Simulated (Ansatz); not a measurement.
System: TiB₂.

Input file:

```
crystal:
  lattice:
    - [3.0291982016, 0.0, 0.0]
    - [-1.5145991008, 2.6233625957, 0.0]
    - [0.0, 0.0, 3.2284]
  atoms:
    - { symbol: Ti, position: [0.0, 0.0, 0.0] }
    - { symbol: B, position: [0.3504868904, 0.7009737808, 0.5] }
    - { symbol: B, position: [0.6666666667, 0.3333333333, 0.5] }
basis:
  ecutwfc: 420
kpoints:
  mp_grid: { grid: [15, 15, 12] }
hamiltonian:
  xc: pbesol
scf:
  occupations: { method: gaussian, width: 0.1 }
output:
  forces: true
  stress: true
  eigenvalues: true
  write_density: true
  write_potential: true
  elf: true
  volumetric_format: npy
```

Command:

```sh
ansatz run input.yaml --threads 1 --pin off --max-ram 1331MiB --backend cpu --events-out ev --progress --plain --runs-dir out
```

Below, planes, directions and counts refer to the conventional cell (a = 3.23 Å, b = 3.03 Å, c = 5.25 Å, α = 90.00°, β = 90.00°, γ = 90.00°).

Space group Amm2; changed on purpose from its base cell (one atom moved); not relaxed (largest force 1.9 eV/Å); computed pressure about −4 GPa in this cell; computed without spin polarisation.

Level of theory: DFT PBEsol, scalar-relativistic, plane waves, PAW in Ansatz 0.2.0.

> What will maps of the valence pseudo-density and electron localisation function show?

B–B (1.66 Å): the density is about 0.94 e/Å³ at the midpoint; the ELF peaks at about 0.85 between the atoms.
Ti–B (2.35 Å): the density is about 0.35 e/Å³ at the midpoint; the ELF peaks at about 0.60 in the valence shell of B, 0.8 Å from its nucleus, and is about 0.20 at the midpoint.

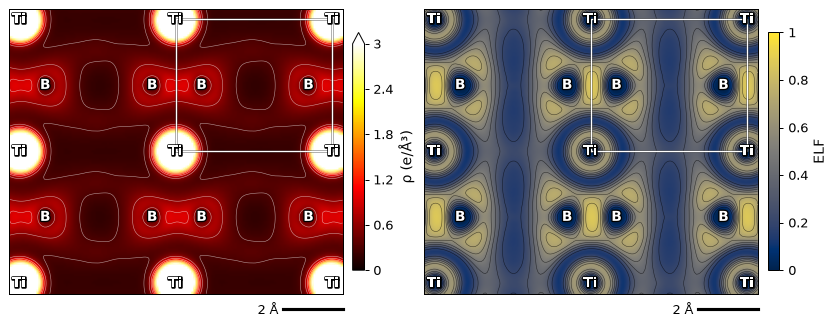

Computed valence pseudo-density and electron localisation function on the (11̄0) plane of the conventional cell, in this order. 
